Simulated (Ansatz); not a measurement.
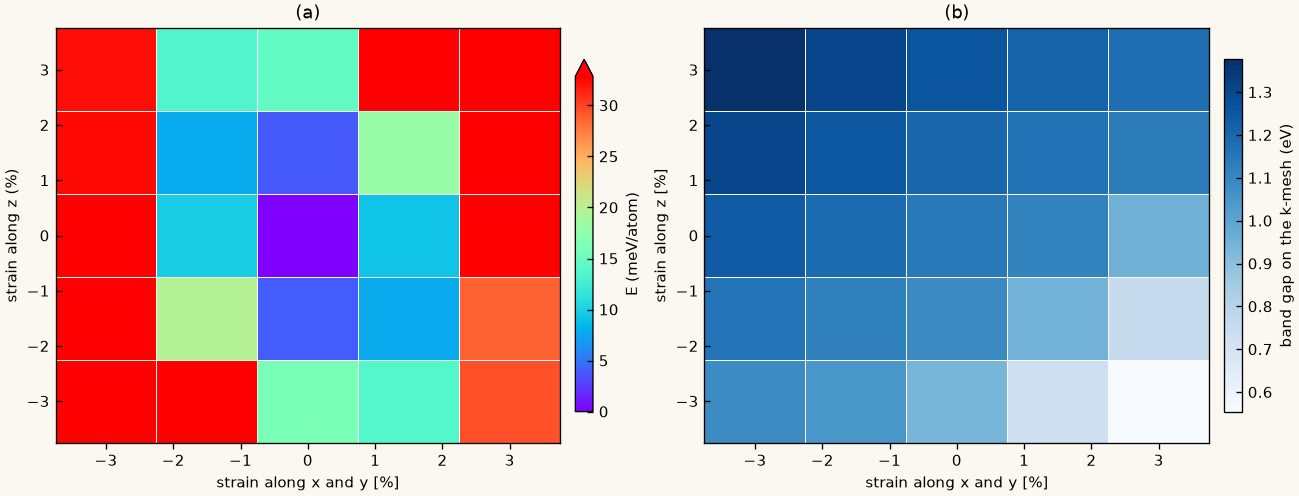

WS2 (R3m, No. 160; 3 atoms in the cell). 
- The cell is strained homogeneously, by one strain along x and y and another along z, with fractional coordinates fixed (x along [0 1 0], z along [0 0 −1] of the conventional cell).
- Coordinates scanned: (1) strain along x and y; (2) strain along z.
- The scan uses a 5 × 5 grid.
- Points are written as (first, second).
- Energies are in meV/atom, from the lowest grid point.
- Computed with DFT PBEsol, scalar-relativistic, plane waves, PAW in Ansatz 0.2.0. Settings: cutoff 420 eV, k-mesh 12×12×12, gaussian smearing 0.05 eV, no spin polarisation.

Panel (a) is the energy and panel (b) the computed band gap on the k-mesh on the same grid.

Drawn: one coloured cell a grid point, one colour for all values above the top of the scale.

> How does the band gap on the k-mesh vary over the map, and what is it at the lowest grid point?

It runs from 0.55 eV at (3.0 %, −3.0 %) to 1.38 eV at (−3.0 %, 3.0 %). At the lowest grid point, (0.0 %, 0.0 %), it is 1.15 eV.

| strain along z ↓, strain along x and y → | −3.0 | −1.5 | 0.0 | 1.5 | 3.0 |
| --- | --- | --- | --- | --- | --- |
| 3.0 | 1.38 | 1.31 | 1.26 | 1.22 | 1.18 |
| 1.5 | 1.31 | 1.25 | 1.20 | 1.17 | 1.14 |
| 0.0 | 1.24 | 1.19 | 1.15 | 1.12 | 0.96 |
| −1.5 | 1.16 | 1.12 | 1.09 | 0.95 | 0.76 |
| −3.0 | 1.08 | 1.05 | 0.94 | 0.73 | 0.55 |
